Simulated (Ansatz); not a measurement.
Geometry relaxation of AlNi3 (part 2 of 2)

Continued. System: AlNi3 (P4/mmm, 4 atoms in the cell). Method: DFT PBE, scalar-relativistic, plane waves, PAW, spin-polarised (Ansatz 0.2.0); cutoff 420 eV, 14×14×14 k-mesh, Gaussian smearing of 0.1 eV, collinear spins. The structure derives from a Materials Project entry. It belongs to a series of runs on one base structure; here: biaxial strain in the a-b plane, c and atoms relaxed: +1.0 %.

Geometry of the input (Å; fractional positions):
```
3.6023  0.0000  0.0000
0.0000  3.6023  0.0000
0.0000  0.0000  3.5453
Al 0.0000  0.0000  0.0000
Ni 0.0000  0.5000  0.5000
Ni 0.5000  0.0000  0.5000
Ni 0.5000  0.5000  0.0000
```

### Output, continued
```
SCF iter   1: F=—  HF=-18058.393780 eV  |F-HF|=—  |Δ(HF+E_count)|=         —  Δρ=8.79e-6 (↑5.37e-6 ↓8.79e-6)  dr2=4.76e-8  dr2_m=2.10e-9  M=0.738 μB ∫|m|=0.936 μB  β_m=0.65  ethr=5.79e-9  ⟨swp⟩=4.0  Hψ=129341  notcnv=0
SCF iter   2: F=—  HF=-18058.393780 eV  |F-HF|=—  |Δ(HF+E_count)|=   1.10e-9  Δρ=3.12e-6 (↑3.12e-6 ↓2.77e-6)  dr2=8.36e-9  dr2_m=7.94e-11  M=0.738 μB ∫|m|=0.936 μB  β_m=0.50  ethr=8.36e-11  ⟨swp⟩=2.0  Hψ=31905  notcnv=0
SCF iter   3: F=—  HF=-18058.393780 eV  |F-HF|=—  |Δ(HF+E_count)|=   1.48e-8  Δρ=3.77e-6 (↑3.77e-6 ↓3.70e-6)  dr2=1.44e-8  dr2_m=1.42e-11  M=0.738 μB ∫|m|=0.936 μB  β_m=0.41  ethr=1.47e-11  ⟨swp⟩=2.0  Hψ=35745  notcnv=0
SCF iter   4: F=—  HF=-18058.393780 eV  |F-HF|=—  |Δ(HF+E_count)|=   4.00e-9  Δρ=1.20e-6 (↑6.91e-7 ↓1.20e-6)  dr2=1.03e-9  dr2_m=5.07e-11  M=0.738 μB ∫|m|=0.936 μB  β_m=0.49  ethr=1.47e-11  ⟨swp⟩=2.0  Hψ=30906  notcnv=0
SCF iter   5: F=—  HF=-18058.393780 eV  |F-HF|=—  |Δ(HF+E_count)|=   4.79e-9  Δρ=1.32e-6 (↑3.84e-7 ↓1.32e-6)  dr2=7.88e-10  dr2_m=1.28e-10  M=0.738 μB ∫|m|=0.936 μB  β_m=0.63  ethr=1.81e-12  ⟨swp⟩=2.0  Hψ=29319  notcnv=0
SCF iter   6: F=—  HF=-18058.393780 eV  |F-HF|=—  |Δ(HF+E_count)|=   2.74e-9  Δρ=9.58e-7 (↑4.03e-7 ↓9.58e-7)  dr2=3.35e-10  dr2_m=1.26e-10  M=0.738 μB ∫|m|=0.936 μB  β_m=0.82  ethr=1.38e-12  ⟨swp⟩=2.0  Hψ=29399  notcnv=0
SCF iter   7: F=—  HF=-18058.393780 eV  |F-HF|=—  |Δ(HF+E_count)|=   2.44e-9  Δρ=2.70e-7 (↑1.68e-7 ↓2.70e-7)  dr2=4.79e-11  dr2_m=7.22e-12  M=0.738 μB ∫|m|=0.936 μB  β_m=0.83  ethr=1.00e-12  ⟨swp⟩=2.0  Hψ=35621  notcnv=0
SCF iter   8: F=—  HF=-18058.393780 eV  |F-HF|=—  |Δ(HF+E_count)|=  1.46e-11  Δρ=1.29e-7 (↑7.80e-8 ↓1.29e-7)  dr2=1.44e-11  dr2_m=4.25e-13  M=0.738 μB ∫|m|=0.936 μB  β_m=0.88  ethr=1.00e-12  ⟨swp⟩=1.0  Hψ=20163  notcnv=0
SCF iter   9: F=—  HF=-18058.393780 eV  |F-HF|=—  |Δ(HF+E_count)|=  4.37e-11  Δρ=1.68e-8 (↑1.16e-8 ↓1.68e-8)  dr2=3.10e-13  dr2_m=6.74e-15  M=0.738 μB ∫|m|=0.936 μB  β_m=0.87  ethr=1.00e-12  ⟨swp⟩=1.0  Hψ=20160  notcnv=0
SCF iter  10: F=-18058.393780 eV  HF=-18058.393780 eV  |F-HF|=7.28e-12  |Δ(HF+E_count)|=  3.64e-12  Δρ=3.41e-8 (↑2.00e-8 ↓3.41e-8)  dr2=9.42e-13  dr2_m=2.33e-14  M=0.738 μB ∫|m|=0.936 μB  ethr=1.00e-12  ⟨swp⟩=3.1  Hψ=75549  notcnv=0
SCF 5 converged in 10 iterations: F = -18058.393780 eV  dr2 = 9.42e-13
relax step   5: F+E_penalty+E_count = -18058.39378007 eV  Δ(F+E_penalty+E_count) = +1.027e-4 eV  max|allowed force component| = 6.202e-29 eV/Å  Δτ_max = 0.0000 Å  P = -1.316 GPa  Ω = 45.714 Å³  fix = [a, b, gamma]  reactions: a -1.975, b -1.975 GPa  stress off target by 3.89e-3 GPa on what of the cell is left free  SCF on the basis re-selected at this cell (its energy is not comparable with the rows above)  (10 SCF iters)
```

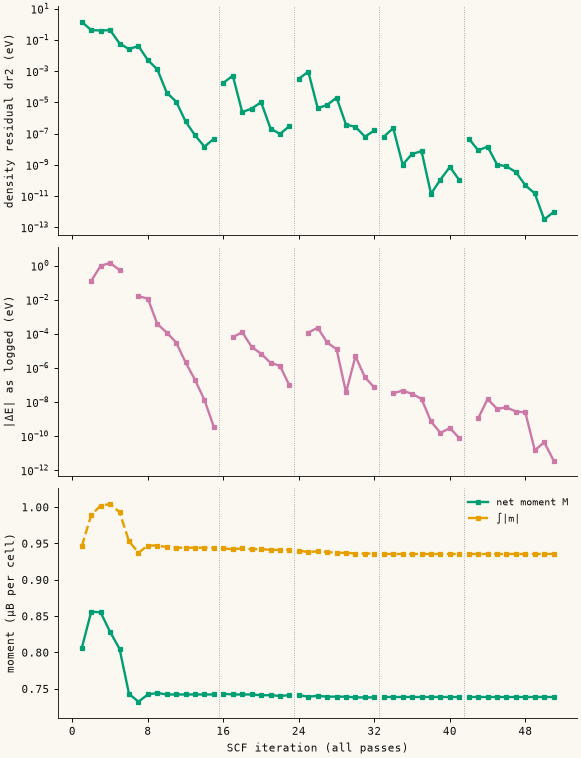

**Figure 1.** Convergence of the self-consistent field: density residual dr2, size of the energy change and magnetic moment against the SCF iteration. The dotted lines part the SCF passes of the relaxation: geometry steps, rejected trials and re-solves on a re-selected basis. The 5 passes take 8 to 15 iterations each, 51 in all. The net moment goes from 0.8 to 0.7 μB per cell.

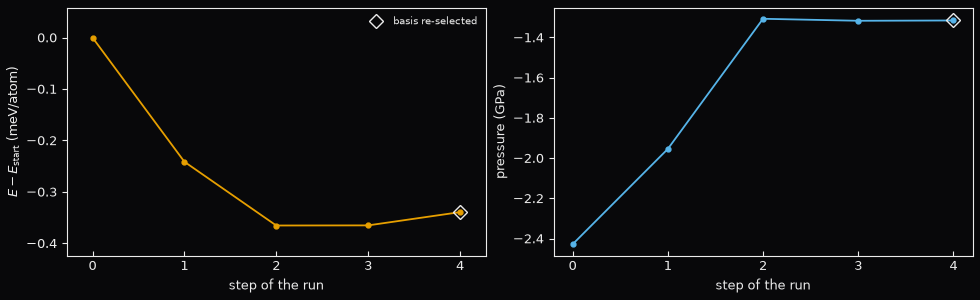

**Figure 2.** Progress of the relaxation, step by step (the first geometry is step 0 here and step 1 in the log).

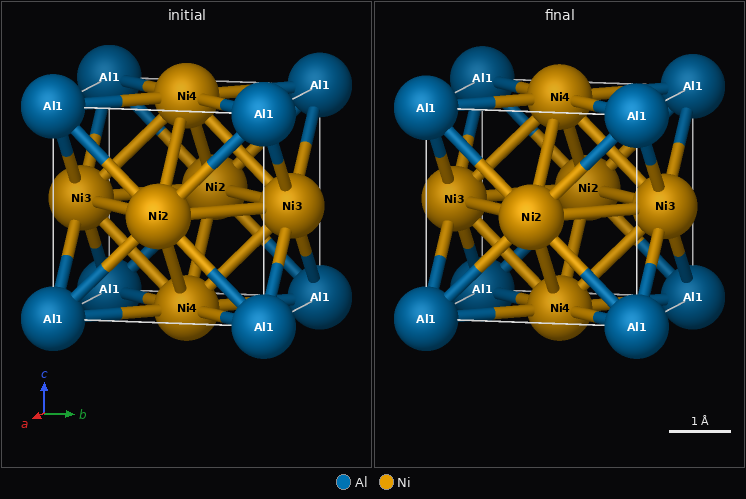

**Figure 3.** Before (left) and after (right) the relaxation, at one scale (ball-and-stick view of the cell of the calculation, seen slightly off an axis). Over 3 geometry steps the energy falls by 0.4 meV per atom. All forces vanish by symmetry, so only the cell relaxes. The pressure goes from −2.43 to −1.32 GPa. The atoms keep their places relative to the cell (all moves are under 0.005 Å). The drawn cell changes as follows: a = b stay at 3.602 Å, c 3.545 → 3.523 Å (−0.6 %); the volume changes by −0.6 %. Among the contacts that change: Al1–Ni2 2.527 → 2.519 Å, Ni2–Ni4 2.527 → 2.519 Å. The space group stays P4/mmm (No. 123). A last SCF at the same geometry on a re-selected plane-wave basis shifts the energy by +0.0 meV per atom. (Atoms are counted from 1 in the order of the input.)

```
basis re-selected at this cell: Δ(F+E_penalty+E_count) = +1.027e-4 eV, ΔP = +0.001 GPa vs the last step (what re-selecting the basis moved, of the pressure what is left beyond the Pulay correction that the steps carried, after the strain that the cell walked since its last selection, with what the two solves' SCF thresholds leave and, on support functions, any second-order correction that the steps lacked; it is no measure of the basis error at this ecutwfc). This SCF's stress stands 3.89e-3 GPa from its target on what of the cell is left free (relax.cell.stress_tol is 1.50e-2 GPa) and its largest allowed force component is 6.20e-29 eV/Å (relax.f_tol is 8.00e-3 eV/Å): within both
SCF converged after 10 iterations
Magnetization: 0.7380 μB (28.8690 up, 28.1310 down)
Absolute magnetization: 0.9367 μB (∫|ρ↑−ρ↓|, with the PAW one-centre terms)
Spin contamination: 0.0117 ħ² per cell (⟨S²⟩ above its minimum at these occupations)
Per-site moments (μB) at R_I (Å): [(-0.017411413375794504, 1.0391927361499729), (0.27050889920072746, 1.0391927361499729), (0.27050889920072785, 1.0391927361499729), (0.2843753263526062, 1.0391927361499729)]
Free energy (F): -18058.393780 eV
Harris-Foulkes:  -18058.393780 eV  (|F-HF|=7.28e-12)
Internal energy: -18058.377293 eV  (E = F + TS)
E sigma→0 (E₀):  -18058.385536 eV
Entropy (-TS):   -0.016487 eV (-4.122 meV/atom)
Fermi energy:    15.596871 eV
--- Per-component energies (eV) ---
  E_band       = -945.838388
  E_kinetic    = 875.629686
  E_local      = -12069.016280  (includes V_loc(G=0)·N_el)
  E_nonlocal   = 1918.109874
  E_hartree    = 5137.066292
  E_xc         = -296.019243
  E_vxc        = -359.492728  (∫ρ·V_xc dr)
  E_paw        = -5359.530005  (= ΣΔE_a)
  E_vpaw       = -1585.203101  (= ΣTr[D̂ρ^β])
  E_aug_tail   = 0.001470  (compensation charges beyond the density's cutoff)
  E_ewald      = -8264.619087
  E_smearing   = -0.016487  (= −TS)
  E_closure    = -0.000000  (closes the sum)
  Σ components = -18058.393780   (vs F -18058.393780, Δ=0.00e0)
--- Forces (eV/Å), atoms counted from 1 ---
  atom   1  Al    -0.00000000     0.00000000     0.00000000
  atom   2  Ni     0.00000000    -0.00000000     0.00000000
  atom   3  Ni     0.00000000     0.00000000     0.00000000
  atom   4  Ni     0.00000000     0.00000000     0.00000000
  max |Σ_I F_I| component: 1.56e-28 eV/Å
--- Stress (GPa, compression-positive) ---
       -1.975242       0.000000       0.000000
        0.000000      -1.975242       0.000000
        0.000000       0.000000       0.003887
  P = ⅓ Tr σ = -1.3155 GPa (-13.155 kbar)
--- Band table (eV; the first three rows and the last of 576) ---
  k-point 0 ↑: bands = ["-87.5309", "-87.5087", "-87.4941", "-47.9740", "-47.9740", "-47.9706", "-47.9042", "-47.8998", "-47.8998", "-47.8471", "-47.8471", "-47.8410", "5.6672", "11.3189", "11.9679", "12.0032", "12.3171", "12.3335", "12.3335", "14.1989", "14.1989", "14.2816", "14.9786", "15.0791", "15.3236", "15.4378", "15.5166", "15.5166", "16.2545", "16.2545", "16.7304", "21.8754", "22.0850", "22.8012", "27.5402"]
  k-point 1 ↑: bands = ["-87.5306", "-87.5087", "-87.4943", "-47.9732", "-47.9732", "-47.9691", "-47.9042", "-47.8997", "-47.8997", "-47.8480", "-47.8480", "-47.8427", "5.7310", "11.3421", "11.9672", "12.0085", "12.3325", "12.3425", "12.3425", "14.1602", "14.1602", "14.2650", "14.9803", "15.0472", "15.3017", "15.3330", "15.3330", "15.4379", "16.4376", "16.5226", "16.5226", "21.8748", "22.1856", "23.1493", "27.3724"]
  k-point 2 ↑: bands = ["-87.5299", "-87.5087", "-87.4950", "-47.9706", "-47.9706", "-47.9649", "-47.9045", "-47.8995", "-47.8995", "-47.8508", "-47.8508", "-47.8474", "5.9212", "11.3907", "11.8575", "12.1270", "12.3685", "12.3685", "12.3773", "14.0533", "14.0533", "14.2170", "14.9437", "14.9843", "15.0507", "15.0507", "15.2369", "15.4381", "15.7965", "17.0535", "17.0535", "21.8731", "22.3042", "24.1517", "26.5301"]
  k-point 287 ↓: bands = ["-87.1749", "-87.1749", "-87.1414", "-47.6657", "-47.6490", "-47.6490", "-47.6172", "-47.5659", "-47.5325", "-47.5325", "-47.4705", "-47.4408", "10.0411", "11.8695", "11.8695", "11.8735", "13.4579", "13.5380", "13.5380", "13.7906", "13.8666", "13.8666", "14.4549", "14.4549", "14.4933", "14.6776", "14.7849", "15.3437", "15.7009", "15.7009", "15.7507", "18.9823", "19.6728", "19.6728", "19.7913"]
--- Relaxed structure (4 steps of the walk, 4 accepted, 1 SCFs on fresh bases) ---
  F+E_penalty+E_count = -18058.39378007 eV   max|allowed force component| = 6.202e-29 eV/Å   (the final SCF, on the basis selected at the relaxed cell)
  cell:  # Å, volume = 45.7142 Å³
    - [3.6023456716, 0.0, 0.0]
    - [0.0, 3.6023456716, 0.0]
    - [0.0, 0.0, 3.522739141542948]
  atoms:
    - { symbol: Al, position: [-1.3052543730402517e-38, -2.9630563303169356e-47, 0.0] }
    - { symbol: Ni, position: [3.9157630780938215e-38, 0.5, 0.49999999999999994] }
    - { symbol: Ni, position: [0.5, 3.7987901670729944e-48, 0.49999999999999994] }
    - { symbol: Ni, position: [0.5, 0.5, 0.0] }
--- Löwdin populations: 4 sites ---
  site symbol       q [e]    m [muB]
     0     Al      3.5613    -0.0478
     1     Ni     17.6217     0.2672
     2     Ni     17.6217     0.2672
     3     Ni     17.6230     0.2812
  spilling = 0.010039 (of n_electrons = 57.000000)
```

### File populations.tsv
```
# site	symbol	l	j	q_up	q_dn
# orbitals = lowdin
# n_electrons = 57.000000
# spilling = 0.010039
0	Al	0_3S	-	0.586538	0.585216
0	Al	1_3P	-	1.170233	1.219306
1	Ni	0_3S	-	0.994012	0.994113
1	Ni	0_4S	-	0.362630	0.369109
1	Ni	1_3P	-	2.997340	2.997448
1	Ni	2_3D	-	4.590506	4.316574
2	Ni	0_3S	-	0.994012	0.994113
2	Ni	0_4S	-	0.362630	0.369109
2	Ni	1_3P	-	2.997340	2.997448
2	Ni	2_3D	-	4.590506	4.316574
3	Ni	0_3S	-	0.994374	0.994472
3	Ni	0_4S	-	0.366423	0.373043
3	Ni	1_3P	-	2.997537	2.997638
3	Ni	2_3D	-	4.593800	4.305735
```

### Trajectory as extended XYZ (Å, eV, eV/Å), 5 frames, from step=1 to step=5
```
4
Lattice="3.6023 0.0000 0.0000 0.0000 3.6023 0.0000 0.0000 0.0000 3.5453" Properties=species:S:1:pos:R:3:forces:R:3 step=1 energy=-18058.39242 pressure_GPa=-2.43
Al    0.0000    0.0000    0.0000    0.0000   0.0000   0.0000
Ni    0.0000    1.8012    1.7726    0.0000   0.0000   0.0000
Ni    1.8012    0.0000    1.7726    0.0000   0.0000   0.0000
Ni    1.8012    1.8012    0.0000    0.0000   0.0000   0.0000
4
Lattice="3.6023 0.0000 0.0000 0.0000 3.6023 0.0000 0.0000 0.0000 3.5355" Properties=species:S:1:pos:R:3:forces:R:3 step=2 energy=-18058.39339 pressure_GPa=-1.95
Al    0.0000    0.0000    0.0000    0.0000   0.0000   0.0000
Ni    0.0000    1.8012    1.7678    0.0000   0.0000   0.0000
Ni    1.8012    0.0000    1.7678    0.0000   0.0000   0.0000
Ni    1.8012    1.8012    0.0000    0.0000   0.0000   0.0000
4
Lattice="3.6023 0.0000 0.0000 0.0000 3.6023 0.0000 0.0000 0.0000 3.5225" Properties=species:S:1:pos:R:3:forces:R:3 step=3 energy=-18058.39388 pressure_GPa=-1.31
Al    0.0000    0.0000    0.0000    0.0000   0.0000   0.0000
Ni    0.0000    1.8012    1.7613    0.0000   0.0000   0.0000
Ni    1.8012    0.0000    1.7613    0.0000   0.0000   0.0000
Ni    1.8012    1.8012    0.0000    0.0000   0.0000   0.0000
4
Lattice="3.6023 0.0000 0.0000 0.0000 3.6023 0.0000 0.0000 0.0000 3.5227" Properties=species:S:1:pos:R:3:forces:R:3 step=4 energy=-18058.39388 pressure_GPa=-1.32
Al    0.0000    0.0000    0.0000    0.0000   0.0000   0.0000
Ni    0.0000    1.8012    1.7614    0.0000   0.0000   0.0000
Ni    1.8012    0.0000    1.7614    0.0000   0.0000   0.0000
Ni    1.8012    1.8012    0.0000    0.0000   0.0000   0.0000
4
Lattice="3.6023 0.0000 0.0000 0.0000 3.6023 0.0000 0.0000 0.0000 3.5227" Properties=species:S:1:pos:R:3:forces:R:3 step=5 energy=-18058.39378 pressure_GPa=-1.32
Al    0.0000    0.0000    0.0000    0.0000   0.0000   0.0000
Ni    0.0000    1.8012    1.7614    0.0000   0.0000   0.0000
Ni    1.8012    0.0000    1.7614    0.0000   0.0000   0.0000
Ni    1.8012    1.8012    0.0000    0.0000   0.0000   0.0000
```

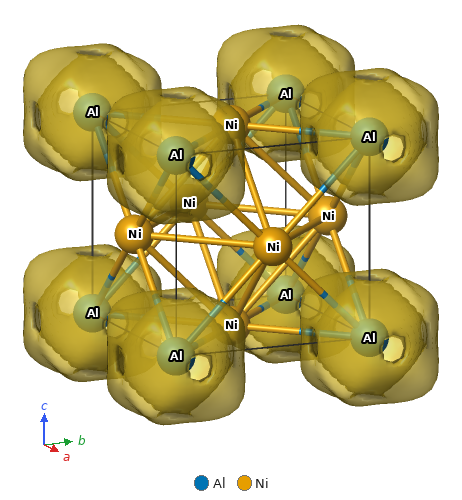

**Figure 4.** Isosurface of the electron localisation function at 0.45 (yellow), seen slightly off an axis. Core shells and regions of very low density are left out. Sticks mark near contacts. The outline is the cell set on symmetry axes. Profiles from the grid: Al–Ni (2.52 Å): the ELF is about 0.40 at the midpoint (metallic bonding. Ni–Ni (2.52 Å): the ELF is about 0.25 at the midpoint; no localised pair between them. The fields are those of the smooth PAW valence density.

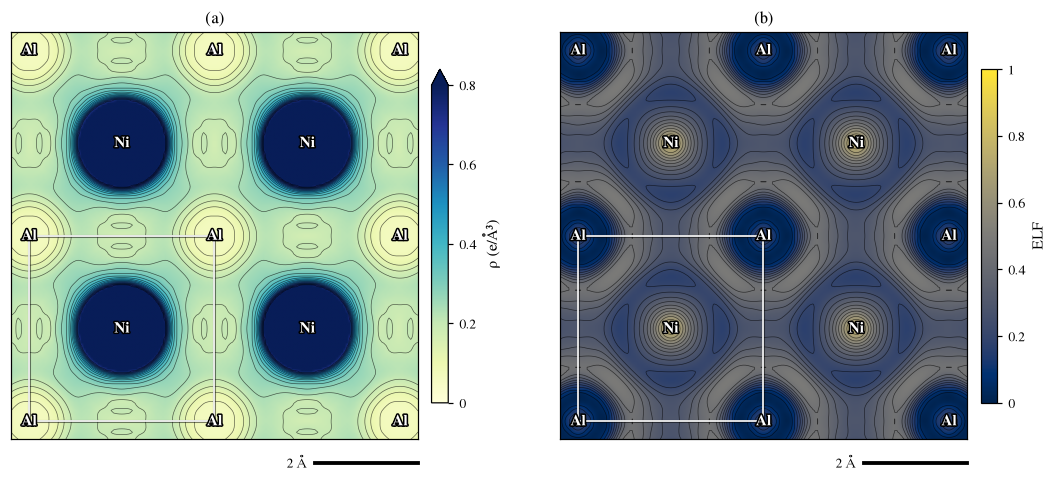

**Figure 5.** (a) valence pseudo-density; (b) electron localisation function on the (001) plane of the conventional cell. Al–Ni (2.55 Å): the density is about 0.28 e/Å³ at the midpoint; the ELF is about 0.40 at the midpoint, which marks nearly free electrons, as in a simple metal. Away from the nuclei the density in this plane falls to 0.17 e/Å³ at its lowest. The strong features right at Ni lie inside the PAW spheres (semicore, d or f shells) and say nothing about bonding.

### Key numbers

```tsv
quantity	value
outcome	converged
space group (tolerance 0.01 Å)	P4/mmm (123)
electrons treated	57
free energy	−18058.3938 eV
Fermi energy	15.597 eV
gap on the k-point mesh	none (metallic)
net moment of the cell	0.74 μB
integrated absolute moment	0.94 μB
pressure	−1.32 GPa
final volume	45.71 Å³
largest force (length of the vector) at the end	under 0.001 eV/Å
final cell	a = 3.602 Å, b = 3.602 Å, c = 3.523 Å, α = 90.00°, β = 90.00°, γ = 90.00°
hardware	1 thread of Oxide Virtual Turin-like (Zen 5), 32 GiB of memory available, shared host
wall time	4.2 min
peak memory	0.93 GiB
```
